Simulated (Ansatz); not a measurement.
# Run report: Rh, single-point calculation

System: Rh (1 atom in the cell).
Method: DFT r2SCAN, scalar-relativistic, plane waves, PAW, no spin polarisation (Ansatz 0.2.0).

The structure derives from an entry of the Crystallography Open Database. It belongs to a series of runs on one base structure; here: ratio of the length along [111] to the lengths across it x 0.5, volume and fractional coordinates fixed. Figures and captions count atoms from 1; the log counts them from 0 in places.

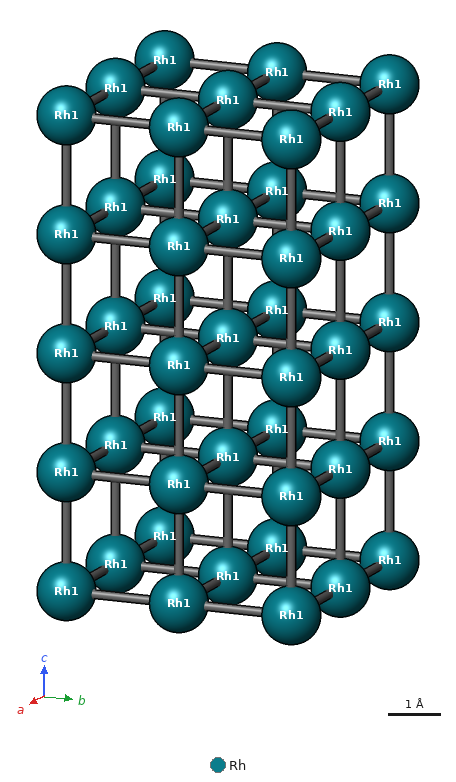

**Figure 1.** The input geometry (ball-and-stick view of the cell of the calculation, set on other vectors, repeated 2 × 2 × 4, seen slightly off an axis; atoms are numbered from 1 in the order of the input). An atom can appear more than once, as a periodic image. Near neighbours in the periodic cell (some may lie outside the picture): Rh has 6 Rh at 2.40 Å.

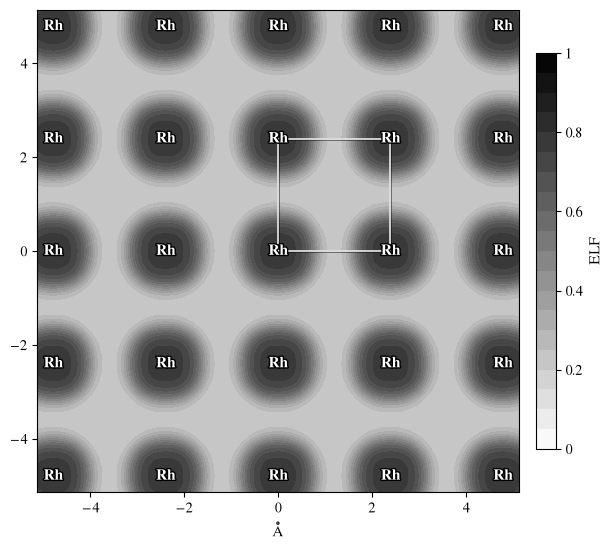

**Figure 2.** Electron localisation function on the (010) plane of the conventional cell. Atoms in the plane: Rh. Rh–Rh (2.40 Å): the ELF is about 0.25 at the midpoint (no localised pair between them). The strong features right at Rh lie inside the PAW spheres (semicore, d or f shells) and say nothing about bonding. The fields are those of the smooth PAW valence density.

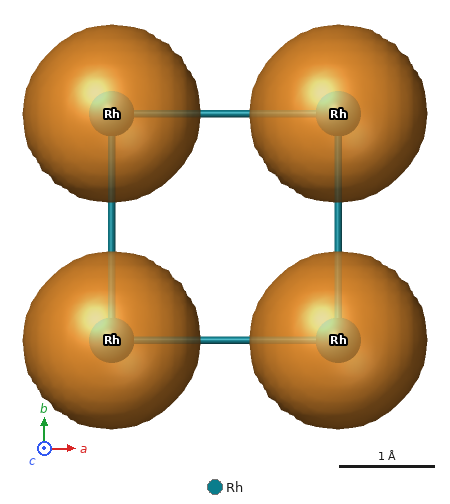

**Figure 3.** Isosurface of the valence pseudo-density at 1 e/Å³ (orange), seen along the c axis. Sticks mark near contacts. The outline is the cell set on symmetry axes. At this value the density breaks into separate islands; it holds about 75 % of the electrons treated as valence (semicore included). It is pinched off along the Rh–Rh (2.40 Å) contacts. On the grid the lowest density along these lines, outside the cores, is 0.61 e/Å³ (Rh–Rh, 2.40 Å).

The input that produced these results follows, with the program's output.

Input file:
```yaml
crystal:
  lattice:
    - [-0.7986009575, 1.597201915, 1.597201915]
    - [1.597201915, -0.7986009575, 1.597201915]
    - [1.597201915, 1.597201915, -0.7986009575]
  atoms:
    - { symbol: Rh, position: [0.0, 0.0, 0.0] }
basis:
  ecutwfc: 500
kpoints:
  mp_grid: { grid: [24, 24, 24] }
hamiltonian:
  xc: r2scan
scf:
  occupations: { method: gaussian, width: 0.15 }
output:
  forces: true
  stress: true
  eigenvalues: true
  write_density: true
  write_potential: true
  elf: true
  volumetric_format: npy
```

Run as:
```bash
ansatz run input.yaml --threads 1 --pin off --max-ram 2560MiB --backend cpu --events-out ev --progress --plain --runs-dir out
```

The program's output:
```
Engine: ansatz 0.2.0, aarch64-unknown-linux-gnu
Pseudopotentials: kind: paw
Pseudopotential: Rh, paw, valence charge 17, recommended cutoff 500 eV (meta_gga), Rh.paw.azcp
Functional definition: r2SCAN
  parameter k0 = 0.174
  parameter k1 = 0.065
  parameter a1 = 4.9479
  exchange = r2scan_x(k0 = k0, k1 = k1, a1 = a1)
  correlation = r2scan_c
Crystal: 1 atoms, lattice volume = 13.752 Å³
Basis set: ecut = 500 eV, 365 PW (Γ), exchange–correlation on 72×72×72 points (64 copies of the dense FFT grid, shifted against one another)
Bands: 13, of which v1, the nominal top of the filled ones, is band 9 counted from 1 (8 counted from 0)
Symmetry: 48 space group operations
Space group: Pm-3m (ITA 221), of the structure as read, at distance tolerance 2.4e-5 Å
k-points: 455 of 13824
Non-local potential: Rh, projectors of the file, l = 0: 3, l = 1: 2, l = 2: 2, l = 3: 1
PAW form: soft (Blöchl's): semilocal exchange-correlation on the pseudo side does not see the compensation charge
PAW frozen core: Rh, regenerated for the run's functional (the file was generated under x = pbe(κ = 0.804, μ = 0.2195149727645171), c = pbe(β = 0.06672455060314922))
PAW one-centre angular grid: Rh, 590 points (default); XC on 160 Gauss nodes
Initial density: superposition of atomic densities (neutral atoms: chi_scale 0, normalization atom), corrected by the library's trained network
Initial wavefunctions: pseudopotential atomic-orbital guess
Functional: x = r2scan, c = r2scan; τ floored in thin density (d = 2e-4 eV/Å³)
SCF iter   1: F=—  HF=-6414.227322 eV  |F-HF|=—  |Δ(HF+E_count)|=         —  Δρ=1.36e-2  dr2=1.27e-2  dr2_τ=1.16e-2  ethr=1.77e-3  ⟨swp⟩=5.2  Hψ=33472  notcnv=0
preconditioner: auto → none  [metal: Δε(μ)=0.006 eV  Ē_g=15.172 eV  σ=0.150 eV  W_gap=0.02  n_scr=6 (ndim 8)  ℏωp=30.0 eV  f_vac=0.000  D(μ)=1.28/eV (n_scr^D=18)  sad-step TF]
SCF iter   2: F=—  HF=-6414.250196 eV  |F-HF|=—  |Δ(HF+E_count)|=   2.29e-2  Δρ=9.09e-3  dr2=8.10e-3  dr2_τ=5.13e-4  ethr=7.46e-5  ⟨swp⟩=2.2  Hψ=10834  notcnv=0  defer=41
SCF iter   3: F=—  HF=-6414.250225 eV  |F-HF|=—  |Δ(HF+E_count)|=   2.94e-5  Δρ=4.53e-3  dr2=1.98e-3  dr2_τ=3.71e-4  ethr=4.77e-5  ⟨swp⟩=2.0  Hψ=8438  notcnv=0  defer=41
SCF iter   4: F=—  HF=-6414.249654 eV  |F-HF|=—  |Δ(HF+E_count)|=   5.72e-4  Δρ=1.19e-3  dr2=1.57e-4  dr2_τ=2.95e-5  ethr=1.16e-5  ⟨swp⟩=2.5  Hψ=8744  notcnv=0  defer=41
SCF iter   5: F=—  HF=-6414.249672 eV  |F-HF|=—  |Δ(HF+E_count)|=   1.86e-5  Δρ=2.78e-4  dr2=1.17e-5  dr2_τ=4.56e-7  ethr=9.26e-7  ⟨swp⟩=2.2  Hψ=8083  notcnv=0  defer=41
SCF iter   6: F=—  HF=-6414.249675 eV  |F-HF|=—  |Δ(HF+E_count)|=   2.66e-6  Δρ=9.93e-5  dr2=1.40e-6  dr2_τ=3.50e-8  ethr=6.90e-8  ⟨swp⟩=2.5  Hψ=8645  notcnv=0  defer=41
SCF iter   7: F=—  HF=-6414.249675 eV  |F-HF|=—  |Δ(HF+E_count)|=   8.58e-8  Δρ=2.84e-5  dr2=1.19e-7  dr2_τ=2.97e-9  ethr=8.26e-9  ⟨swp⟩=2.3  Hψ=7507  notcnv=0  defer=41
SCF iter   8: F=-6414.249675 eV  HF=-6414.249675 eV  |F-HF|=3.05e-10  |Δ(HF+E_count)|=  5.55e-11  Δρ=3.05e-6  dr2=1.36e-9  dr2_τ=3.73e-11  ethr=5.88e-10  ⟨swp⟩=8.7  Hψ=32194  notcnv=0
the search or the solves at the SCF's close seem to have found levels that the self-consistency loop had missed (the run counts 1). By its estimate they hold under 1e-12 electrons; where the run keeps them, the occupations were computed again with them
SCF 1 converged in 8 iterations: F = -6414.249675 eV  dr2 = 1.36e-9
  greatest PAW one-centre occupation: 1.001 electrons in one spin orbital (limit 2), on the Rh atom at site 0 (counted from 0), in its partial waves of l = 1
SCF converged after 8 iterations
Free energy (F): -6414.249675 eV
Harris-Foulkes:  -6414.249675 eV  (|F-HF|=3.05e-10)
Internal energy: -6414.235368 eV  (E = F + TS)
E sigma→0 (E₀):  -6414.242521 eV
Entropy (-TS):   -0.014307 eV (-14.307 meV/atom)
Fermi energy:    22.420094 eV
--- Per-component energies (eV) ---
  E_band       = -101.047480
  E_kinetic    = 578.940496
  E_local      = -1660.634874  (includes V_loc(G=0)·N_el)
  E_nonlocal   = 359.337057
  E_hartree    = 596.574508
  E_xc         = -217.748397
  E_vxc        = -315.412741  (∫ρ·V_xc dr)
  E_paw        = -3606.149085  (= ΣΔE_a)
  E_vpaw       = -277.710443  (= ΣTr[D̂ρ^β])
  E_aug_tail   = 0.000616  (compensation charges beyond the density's cutoff)
  E_vtau       = 21.284964  (kinetic-family band-sum trace: ∫τ·v_τ [+ j·A + Jᵃ·Aᵃ] dr)
  E_ewald      = -2464.185728
  E_core_change = -0.369959  (= ΣΔE_core)
  E_smearing   = -0.014307  (= −TS)
  E_closure    = 0.000000  (closes the sum)
  Σ components = -6414.249675   (vs F -6414.249675, Δ=0.00e0)
--- Forces (eV/Å), atoms counted from 1 ---
  atom   1  Rh     0.00000000    -0.00000000     0.00000000
  max |Σ_I F_I| component: 4.93e-32 eV/Å
--- Stress (GPa, compression-positive) ---
       41.288354       0.000000      -0.000000
        0.000000      41.288354       0.000000
       -0.000000      -0.000000      41.288354
  P = ⅓ Tr σ = 41.2884 GPa (412.884 kbar)
--- Band table (eV; the first three rows and the last of 455) ---
  k-point 0: bands = ["-58.8074", "-25.2351", "-25.2351", "-25.2351", "14.4900", "15.7372", "15.7372", "23.4320", "23.4320", "23.4320", "41.2231", "41.2231", "41.2231"]
  k-point 1: bands = ["-58.8046", "-25.2578", "-25.2332", "-25.2332", "14.5510", "15.7501", "15.7996", "23.3711", "23.3711", "23.4367", "40.8372", "41.3324", "41.3324"]
  k-point 2: bands = ["-58.7962", "-25.3241", "-25.2276", "-25.2276", "14.7215", "15.7883", "15.9953", "23.1958", "23.1958", "23.4504", "39.8653", "41.6512", "41.6512"]
  k-point 454: bands = ["-58.3180", "-26.1721", "-26.1721", "-26.1721", "16.4763", "16.4763", "16.4763", "25.7424", "25.7424", "32.8208", "36.9943", "36.9943", "36.9943"]
```

Key numbers:

- outcome: converged
- space group (tolerance 0.01 Å): Pm-3m (221)
- electrons treated: 17
- free energy: −6414.2497 eV
- Fermi energy: 22.420 eV
- gap on the k-point mesh: none (metallic)
- pressure: 41.29 GPa
- largest force (length of the vector): under 0.001 eV/Å
- hardware: 1 thread of Arm Neoverse V1, 24 GiB of memory available, shared host
- wall time: 16 s
- peak memory: 0.39 GiB

Remarks:

The cell is under a pressure of 41 GPa at this level, so it is not at its equilibrium volume.
